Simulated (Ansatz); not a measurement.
In doubt: masses and optical values from hybrid runs of this build are listed as unsure (in some of the runs), which bears on the screening that GW takes from such a start.

The crystal is GaN (F-43m).

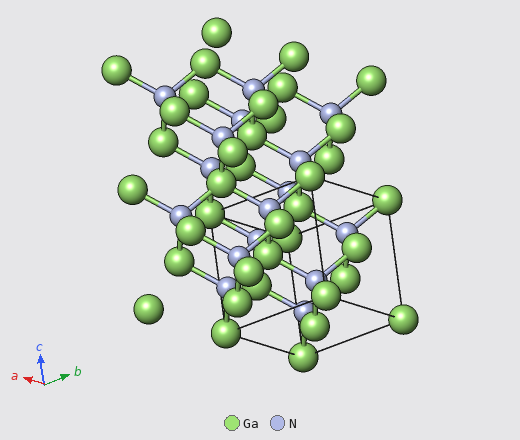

The structure (gallium green, nitrogen light blue). Bonds to atoms that aren't drawn are left out. 2×1×2 conventional cells are drawn. Some periodic images of atoms are drawn too.

Symmetry: F-43m, No. 216, cubic system. Conventional cell: a = 4.507 Å, b = 4.507 Å, c = 4.507 Å, α = 90.00°, β = 90.00°, γ = 90.00°. Nearest to Ga lie 4 N at 1.95 Å. Nearest to N lie 4 Ga at 1.95 Å. Farther neighbours and most contacts between anions are not listed.

```xyz
2
Lattice="0.0000 2.2535 2.2535 2.2535 0.0000 2.2535 2.2535 2.2535 0.0000" Properties=species:S:1:pos:R:3 pbc="T T T"
Ga    0.0000    0.0000    0.0000
N     3.3803    3.3803    3.3803
```

The cell and positions are those that the Materials Project relaxed with its own functionals (PBE, PBE+U or r2SCAN), kept fixed. This is not the form that GaN usually takes at ambient conditions.

Gaps computed with Ansatz 0.2.0 without a self-energy: HSE06 2.96 eV, r2SCAN 2.13 eV and PBE0 3.65 eV.

What gap should G0W0 on HSE06 give (6×6×6 mesh, 68 empty bands, screening to 120 eV, PAW set soft_1 files)?

About 3.41 eV: on its mesh the run moves the gap from 2.96 eV by +0.45 eV. Among the scalar-relativistic levels given, PBE0 is nearest (+0.24 eV). Bands and cutoff are finite, so the gap is not at the basis limit. The miss can reach some tenths of an eV and take either sign; the mesh is an error of its own. The many-body steps are scalar-relativistic: spin-orbit coupling is not in them.

[Paths, hosts, dates, memory and timing lines, banners, echoed tables and standing remarks are left out of the program output.]

[Logs are printed without paths, hosts, clocks, repeated set-up lines and the standing remarks that a program may print on its own settings, such as how far it seeks lower states.]

[Runs of the session that timed out or met a known fault of the program may be left out.]

[Cells called generated may have been cut or substituted from an entry of the Crystallography Open Database or the Materials Project.]

[Hosts, paths, dates, database ids (printed as entryN), source tags and the programs' standing remarks are cut or masked in the printed files.]
